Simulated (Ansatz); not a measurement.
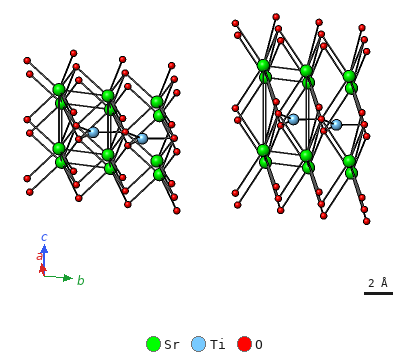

Two geometries of a crystal of SrTiO (a generated structure, set up in P-6m2), drawn at one scale. One is the start of a relaxation, the other its converged end. Style: ball-and-stick. Shown: the cell of the calculation, repeated 1 × 2 × 1 with one cell outlined, from a free direction.

Method: DFT PBE, scalar-relativistic, plane waves, PAW (Ansatz). (plane-wave cutoff 420 eV; k-point mesh 12 × 12 × 10; occupations gaussian; smearing width 0.1 eV; collinear spin; cell and atoms relaxed; force threshold 0.01 eV/Å; at most 80 steps)

### Which of the two is the end point?

The right one is the relaxed one. No atom moves by more than 0.005 Å relative to the cell. The volume changes by +10.6 %, with a = b 3.942 → 3.456 Å (−12.3 %), c 4.351 → 6.261 Å (+43.9 %). Some distances before and after: Sr–Ti 3.148 → 3.712 Å, O–Sr 3.148 → 3.712 Å, Sr–Sr 3.942 → 3.456 Å, O–Ti 2.276 → 1.995 Å. The space group stays P-6m2 (No. 187). After 16 accepted moves (21 points after the start) the energy has fallen by 1.289 eV per cell of the calculation. All forces vanish by symmetry, so only the cell relaxes. Pressure: −2.38 GPa at the start and 0.01 GPa at the end. The line search rejected the trial step at point 8 of the run. At 4 points the geometry stayed and the basis and grid were re-selected for the new cell (energy shift of 0.188 eV per cell of the calculation at most each time). The program noted that the starting moments weren't kept. Cost: 17 min on 1 thread of Arm Neoverse V2, with other jobs on the host, peak memory 0.56 GiB.
